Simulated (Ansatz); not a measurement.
Phonon calculation, with input and output: Cu2O

Cu2O (Pn-3m, 6 atoms in the cell), computed with DFT, PBE, plane waves, PAW, no spin polarisation (Ansatz 0.2.0).

The structure derives from a Materials Project entry. It belongs to a series of runs on one base structure; here: dielectric tensors at the zone centre. Figures and captions count atoms from 1; the log counts them from 0 in places.

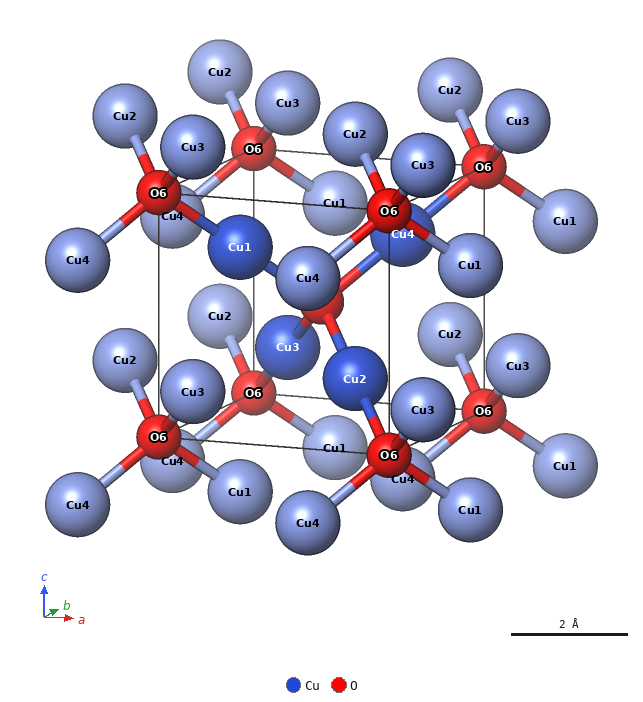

**Figure 1.** The structure (ball-and-stick view of the cell of the calculation, seen slightly off an axis; neighbours outside the cell are drawn fainter; atoms are numbered from 1 in the order of the input). Near neighbours in the crystal (not all of them lie inside the picture): Cu has 2 O at 1.86 Å; O has 4 Cu at 1.86 Å.

Summary

```csv
quantity,value
outcome,converged
space group (tolerance 0.01 Å),Pn-3m (224)
electrons treated,88
free energy,−27632.9906 eV
Fermi energy,10.537 eV
gap on the k-point mesh,0.48 eV
"ε∞ (xx, yy, zz)","8.93, 8.93, 8.93"
hardware,"4 threads of Intel Xeon @ 2.70GHz, 189 GiB of memory available, shared host"
wall time,89 s (CPU time 5.1 min)
peak memory,1.5 GiB
```

Notes

Settings chosen away from the usual ones: dielectric tensors at the zone centre. These settings are looser than, or depart from, a standard set-up, so the numbers are not reference values for this system. The program warns: the k-point mesh is coarse for the field response.

Input file
```yaml
crystal:
  lattice:
    - [4.2982238188, 0.0, 0.0]
    - [0.0, 4.2982238188, 0.0]
    - [0.0, 0.0, 4.2982238188]
  atoms:
    - { symbol: Cu, position: [0.25, 0.25, 0.75] }
    - { symbol: Cu, position: [0.75, 0.25, 0.25] }
    - { symbol: Cu, position: [0.25, 0.75, 0.25] }
    - { symbol: Cu, position: [0.75, 0.75, 0.75] }
    - { symbol: O, position: [0.5, 0.5, 0.5] }
    - { symbol: O, position: [0.0, 0.0, 0.0] }
basis:
  ecutwfc: 420
kpoints:
  mp_grid: { grid: [6, 6, 6] }
hamiltonian:
  xc: pbe
scf:
  occupations: { method: fixed }
output: {}
phonons:
  method: dfpt
  dielectric: true
  rigid_motions: translations
```

Launched with:
```bash
ansatz run input.yaml --threads 4 --pin off --max-ram 8192MiB --backend cpu --events-out ev --progress --plain --runs-dir out
```

What the program printed
```
Engine: ansatz 0.2.0, x86_64-unknown-linux-gnu
Pseudopotentials: kind: paw
Pseudopotential: Cu, paw, valence charge 19, recommended cutoff 420 eV (normal), Cu.paw.azcp
Pseudopotential: O, paw, valence charge 6, recommended cutoff 420 eV (normal), O.paw.azcp
Functional definition: PBE
  parameter kappa = 0.804
  parameter beta = 0.06672455060314922
  exchange = pbe_x(kappa = kappa, mu = beta*pi^2/3)
  correlation = pbe_c(beta = beta)
Crystal: 6 atoms, lattice volume = 79.409 Å³
Basis set: ecut = 420 eV, 1551 PW (Γ), exchange–correlation on 60×60×60 points (8 copies of the dense FFT grid, shifted against one another)
Bands: 53, of which v1, the nominal top of the filled ones, is band 44 counted from 1 (43 counted from 0)
Symmetry: 48 space group operations
k-points: 68 of 216 (irreducible under 2 space group operations, time reversal used)
Non-local potential: Cu, projectors of the file, l = 0: 3, l = 1: 2, l = 2: 3, l = 3: 1
Non-local potential: O, projectors of the file, l = 0: 2, l = 1: 2, l = 2: 1
PAW form: soft (Blöchl's): semilocal exchange-correlation on the pseudo side does not see the compensation charge
PAW one-centre angular grid: Cu, 590 points (default); XC on 64 Gauss nodes
PAW one-centre angular grid: O, 110 points (default); XC on 64 Gauss nodes
Initial density: superposition of atomic densities (neutral atoms: chi_scale 0, normalization atom), corrected by the library's trained network
Initial wavefunctions: pseudopotential atomic-orbital guess
Functional: x = pbe(κ = 0.804, μ = 0.2195149727645171), c = pbe(β = 0.06672455060314922)
SCF iter   1: F=—  HF=-27632.989953 eV  |F-HF|=—  |Δ(HF+E_count)|=         —  Δρ=1.64e-3  dr2=1.01e-3  ethr=1.77e-3  ⟨swp⟩=4.8  Hψ=11636  notcnv=0  defer=446
preconditioner: auto → Resta (q_TF=auto, 2.775 Å⁻¹)  ε∞=11.0  [insulator: Δε(μ)=0.478 eV  Ē_g=9.838 eV  n_scr=26 (ndim 8)  ℏωp=31.2 eV  f_vac=0.024  ε∞_Penn≈11.0]
SCF iter   2: F=—  HF=-27632.990405 eV  |F-HF|=—  |Δ(HF+E_count)|=   4.52e-4  Δρ=6.74e-4  dr2=1.96e-4  ethr=1.15e-6  ⟨swp⟩=3.1  Hψ=6928  notcnv=0  defer=466
SCF iter   3: F=—  HF=-27632.990583 eV  |F-HF|=—  |Δ(HF+E_count)|=   1.78e-4  Δρ=8.15e-4  dr2=3.03e-4  ethr=2.23e-7  ⟨swp⟩=2.0  Hψ=6519  notcnv=0  defer=464
SCF iter   4: F=—  HF=-27632.990591 eV  |F-HF|=—  |Δ(HF+E_count)|=   7.96e-6  Δρ=1.52e-4  dr2=1.30e-5  ethr=2.23e-7  ⟨swp⟩=2.0  Hψ=4809  notcnv=0  defer=258
SCF iter   5: F=—  HF=-27632.990594 eV  |F-HF|=—  |Δ(HF+E_count)|=   3.07e-6  Δρ=1.32e-4  dr2=1.20e-5  ethr=1.47e-8  ⟨swp⟩=2.0  Hψ=5292  notcnv=0  defer=216
SCF iter   6: F=—  HF=-27632.990598 eV  |F-HF|=—  |Δ(HF+E_count)|=   3.36e-6  Δρ=4.64e-5  dr2=1.37e-6  ethr=1.36e-8  ⟨swp⟩=2.0  Hψ=5160  notcnv=0  defer=216
SCF iter   7: F=—  HF=-27632.990593 eV  |F-HF|=—  |Δ(HF+E_count)|=   4.33e-6  Δρ=1.71e-5  dr2=1.16e-7  ethr=1.56e-9  ⟨swp⟩=2.1  Hψ=4676  notcnv=0  defer=216
SCF iter   8: F=—  HF=-27632.990593 eV  |F-HF|=—  |Δ(HF+E_count)|=   8.68e-8  Δρ=1.01e-5  dr2=4.33e-8  ethr=1.32e-10  ⟨swp⟩=2.0  Hψ=4800  notcnv=0  defer=216
SCF iter   9: F=—  HF=-27632.990593 eV  |F-HF|=—  |Δ(HF+E_count)|=   2.84e-9  Δρ=2.34e-6  dr2=2.63e-9  ethr=4.92e-11  ⟨swp⟩=2.2  Hψ=5018  notcnv=0  defer=216
SCF iter  10: F=-27632.990593 eV  HF=-27632.990593 eV  |F-HF|=7.28e-12  |Δ(HF+E_count)|=  3.64e-11  Δρ=3.06e-7  dr2=6.90e-11  ethr=1.00e-12  ⟨swp⟩=9.9  Hψ=21529  notcnv=0
SCF 1 converged in 10 iterations: F = -27632.990593 eV  dr2 = 6.90e-11
  greatest PAW one-centre occupation: 1.000 electrons in one spin orbital (limit 2), on the Cu atom at site 2 (counted from 0), in its partial waves of l = 0
DFPT response loops at Γ: preconditioner auto → Resta (q_TF=auto, 2.775 Å⁻¹)  ε∞=11.2 (no band partly filled); β = 1.00, the filter's whole step (`scf.mixing.beta` (0.50) is not read by the response loops at its default; to damp them type it under 1.00, their step now; it binds the ground state too); Broyden in place of MSR1
── the response to a field inside a basis, on 10×10×10 k-points: an SCF that follows is theirs, and a resumed run solves both again ──
Bands: 45, of which v1, the nominal top of the filled ones, is band 44 counted from 1 (43 counted from 0)
k-points: 35
Initial density: handed on by an earlier stage of this run
Initial wavefunctions: pseudopotential atomic-orbital guess (no wavefunctions were taken with the density)
Eigensolver: Dense (35 Hₖ)
SCF iter   1: F=—  HF=-27632.891907 eV  |F-HF|=—  |Δ(HF+E_count)|=         —  Δρ=4.14e-4  dr2=3.41e-5  ethr=1.00e-1
preconditioner: auto → Resta (q_TF=auto, 2.775 Å⁻¹)  ε∞=29.5  [insulator: Δε(μ)=0.511 eV  Ē_g=5.844 eV  n_scr=26 (ndim 8)  ℏωp=31.2 eV  f_vac=0.024  ε∞_Penn≈29.5]
SCF iter   2: F=—  HF=-27632.891927 eV  |F-HF|=—  |Δ(HF+E_count)|=   1.99e-5  Δρ=3.97e-4  dr2=6.53e-5  ethr=3.87e-8
SCF iter   3: F=—  HF=-27632.891936 eV  |F-HF|=—  |Δ(HF+E_count)|=   8.52e-6  Δρ=2.28e-4  dr2=1.85e-5  ethr=3.87e-8
SCF iter   4: F=—  HF=-27632.891928 eV  |F-HF|=—  |Δ(HF+E_count)|=   8.01e-6  Δρ=3.22e-5  dr2=5.42e-7  ethr=2.11e-8
SCF iter   5: F=—  HF=-27632.891928 eV  |F-HF|=—  |Δ(HF+E_count)|=   4.46e-7  Δρ=2.90e-5  dr2=5.18e-7  ethr=6.15e-10
SCF iter   6: F=-27632.891928 eV  HF=-27632.891928 eV  |F-HF|=2.25e-8  |Δ(HF+E_count)|=   1.70e-7  Δρ=9.00e-6  dr2=6.44e-8  ethr=5.89e-10
SCF 1 converged in 6 iterations: F = -27632.891928 eV  dr2 = 6.44e-8
DFPT response loops at Γ: preconditioner auto → Resta (q_TF=auto, 2.775 Å⁻¹)  ε∞=10.8 (no band partly filled); β = 1.00, the filter's whole step (`scf.mixing.beta` (0.50) is not read by the response loops at its default; to damp them type it under 1.00, their step now; it binds the ground state too); Broyden in place of MSR1
WARN: field response: ε∞ stands inside a basis, on 10×10×10 points; the force constants stand on the 6×6×6 k-mesh, whose period is 8.91 times the interband length at k = (0.0000, 0.0000, 0.0000), direct gap 0.476 eV, under 14: take them and everything formed from them as unconverged, and compare with a denser kpoints.mp_grid
SCF converged after 10 iterations
Free energy (F): -27632.990593 eV
Harris-Foulkes:  -27632.990593 eV  (|F-HF|=7.28e-12)
Internal energy: -27632.990593 eV  (E = F + TS)
E sigma→0 (E₀):  -27632.990593 eV
Fermi energy:    10.536724 eV
--- Per-component energies (eV) ---
  E_band       = -1861.836620
  E_kinetic    = 1543.083875
  E_local      = -19926.137930  (includes V_loc(G=0)·N_el)
  E_nonlocal   = 1677.279726
  E_hartree    = 8694.687530
  E_xc         = -497.800142
  E_vxc        = -639.829662  (∫ρ·V_xc dr)
  E_paw        = -6982.790776  (= ΣΔE_a)
  E_vpaw       = -1905.612029  (= ΣTr[D̂ρ^β])
  E_aug_tail   = 0.005532  (compensation charges beyond the density's cutoff)
  E_ewald      = -12141.318409
  E_smearing   = -0.000000  (= −TS)
  E_closure    = 0.000000  (closes the sum)
  Σ components = -27632.990593   (vs F -27632.990593, Δ=0.00e0)
--- Band table (eV; the first three rows and the last of 68) ---
  k-point 0: bands = ["-101.4415", "-101.4402", "-101.4402", "-101.4402", "-58.9933", "-58.9808", "-58.9808", "-58.9808", "-58.7639", "-58.7639", "-58.7571", "-58.7571", "-58.7571", "-58.7541", "-58.7541", "-58.7541", "-9.4505", "-8.7514", "3.4725", "3.4725", "3.4725", "5.8053", "5.8351", "5.8351", "5.8351", "7.6427", "7.6427", "7.7650", "7.7650", "7.7650", "8.6081", "8.6081", "8.7163", "8.7163", "8.7163", "8.8515", "8.8515", "8.8515", "9.0435", "9.0435", "9.0435", "10.5367", "10.5367", "10.5367", "11.0126", "11.8412", "11.8412", "18.2865", "18.2865", "18.2865", "19.7310", "19.7310", "19.7310"]
  k-point 1: bands = ["-101.4414", "-101.4403", "-101.4402", "-101.4402", "-58.9925", "-58.9817", "-58.9808", "-58.9808", "-58.7634", "-58.7632", "-58.7576", "-58.7570", "-58.7570", "-58.7548", "-58.7543", "-58.7543", "-9.4029", "-8.7971", "3.5379", "3.5719", "3.5719", "5.2529", "5.5875", "5.5875", "6.2580", "7.6899", "7.7661", "7.7934", "7.9476", "7.9476", "8.5963", "8.6268", "8.6596", "8.7517", "8.7517", "8.7645", "8.9055", "8.9055", "8.9152", "9.0204", "9.0204", "9.7275", "10.4712", "10.4712", "11.2510", "12.2627", "12.6910", "17.8404", "18.1613", "18.1613", "18.4381", "19.1651", "19.1651"]
  k-point 2: bands = ["-101.4411", "-101.4405", "-101.4402", "-101.4402", "-58.9902", "-58.9840", "-58.9808", "-58.9808", "-58.7622", "-58.7615", "-58.7588", "-58.7566", "-58.7566", "-58.7566", "-58.7546", "-58.7546", "-9.2732", "-8.9230", "3.7445", "3.8385", "3.8385", "4.6348", "5.0964", "5.0964", "6.7082", "7.6738", "7.8346", "8.0550", "8.2548", "8.2548", "8.4230", "8.4875", "8.5686", "8.6784", "8.7054", "8.7054", "8.8256", "8.8792", "8.9492", "8.9492", "9.1871", "9.1871", "10.2959", "10.2959", "11.9000", "13.2358", "13.3130", "16.5080", "17.9091", "17.9091", "18.0625", "18.4259", "18.4259"]
  k-point 67: bands = ["-101.4407", "-101.4405", "-101.4405", "-101.4405", "-58.9938", "-58.9807", "-58.9807", "-58.9807", "-58.7632", "-58.7632", "-58.7632", "-58.7545", "-58.7545", "-58.7543", "-58.7543", "-58.7543", "-9.2824", "-8.8240", "3.5606", "3.5606", "3.5606", "4.9869", "4.9869", "4.9869", "7.4321", "7.4321", "7.4321", "8.1216", "8.1216", "8.3429", "8.3429", "8.3429", "8.6747", "8.6747", "8.6747", "8.8629", "8.8629", "8.8629", "8.9922", "8.9922", "9.5762", "9.9899", "9.9899", "9.9899", "13.0025", "13.0025", "13.0025", "15.3172", "15.3172", "15.3172", "17.5321", "17.9355", "24.2341"]
--- Phonons (Γ-DFPT): 2 representative perturbations + reference, on 68 of 216 k-points (Σ response iterations 8) ---
  k mesh reduced under 2 symmetry operations, with k and −k counted as one. Each operation leaves every solved perturbation unchanged. A smaller set is not considered because the run solves the response to a homogeneous field
  ASR residual: 8.600e-5 → 0.000e0 eV/Å²; symmetrization residual: 1.344e-6 eV/Å²
  ASR residual per site (eV/Å²): 8.60e-5 8.60e-5 8.60e-5 8.60e-5 3.41e-5 3.41e-5
  Γ frequencies (cm⁻¹): 0.00 0.00 0.00 71.27 71.27 71.27 85.93 85.93 146.05 146.05 146.05 336.67 496.13 496.13 496.13 608.10 608.10 608.10
  ε∞ (high-frequency dielectric tensor):
        8.929299     0.000000     0.000000
        0.000000     8.929299     0.000000
        0.000000     0.000000     8.929299
  ε⁰ (static dielectric tensor: ions relaxed, cell fixed):
        9.751518     0.000000    -0.000000
        0.000000     9.751518    -0.000000
       -0.000000    -0.000000     9.751518
  ε⁰ − ε∞ (ionic part):
        0.822220     0.000000    -0.000000
        0.000000     0.822220    -0.000000
       -0.000000    -0.000000     0.822220
  softest optical mode at Γ: 71.27 cm⁻¹; the repairs (sum rule, projections) moved no ω² at Γ by more than (1.02 cm⁻¹)²
  Born effective charges Z* (e; rows j = field, columns β = displacement):
    site 0:
         0.81424    0.42616   -0.42616
         0.42616    0.81424   -0.42616
        -0.42616   -0.42616    0.81424
    site 1:
         0.81424   -0.42616   -0.42616
        -0.42616    0.81424    0.42616
        -0.42616    0.42616    0.81424
    site 2:
         0.81424   -0.42616    0.42616
        -0.42616    0.81424   -0.42616
         0.42616   -0.42616    0.81424
    site 3:
         0.81424    0.42616    0.42616
         0.42616    0.81424    0.42616
         0.42616    0.42616    0.81424
    site 4:
        -1.62848   -0.00000    0.00000
        -0.00000   -1.62848    0.00000
         0.00000    0.00000   -1.62848
    site 5:
        -1.62848   -0.00000    0.00000
        -0.00000   -1.62848    0.00000
         0.00000   -0.00000   -1.62848
  Z* charge neutrality: 5.382e-3 e pre-enforcement
  solved inside a basis spanned on kpoints, on 10×10×10 k-points transformed towards the longest dipole: ε∞ is read to err by 2.8e-2, Z* by 2.1e-2 e (field_mesh: kpoints solves on kpoints); Z* is corrected for what the basis lacks
  optical modes at Γ without the LO–TO term, one row a degenerate level:
      ω (cm⁻¹)  modes    IR ((D/Å)²/amu)
         71.27      3             0.0000
         85.93      2             0.0000
        146.05      3             0.4006
        336.67      1             0.0000
        496.13      3             0.0000
        608.10      3            27.0150
  optical modes at Γ + LO–TO along q̂ = [1.0000, 0.0000, 0.0000]:
      ω (cm⁻¹)  modes    IR ((D/Å)²/amu)
         71.27      3             0.0000
         85.93      2             0.0000
        146.05      2             0.2671
        147.32      1             0.1149
        336.67      1             0.0000
        496.13      3             0.0000
        608.10      2            18.0100
        630.00      1             9.0236
  optical modes at Γ + LO–TO along q̂ = [0.0000, 1.0000, 0.0000]:
      ω (cm⁻¹)  modes    IR ((D/Å)²/amu)
         71.27      3             0.0000
         85.93      2             0.0000
        146.05      2             0.2671
        147.32      1             0.1149
        336.67      1             0.0000
        496.13      3             0.0000
        608.10      2            18.0100
        630.00      1             9.0236
  optical modes at Γ + LO–TO along q̂ = [0.0000, 0.0000, 1.0000]:
      ω (cm⁻¹)  modes    IR ((D/Å)²/amu)
         71.27      3             0.0000
         85.93      2             0.0000
        146.05      2             0.2671
        147.32      1             0.1149
        336.67      1             0.0000
        496.13      3             0.0000
        608.10      2            18.0100
        630.00      1             9.0236
```
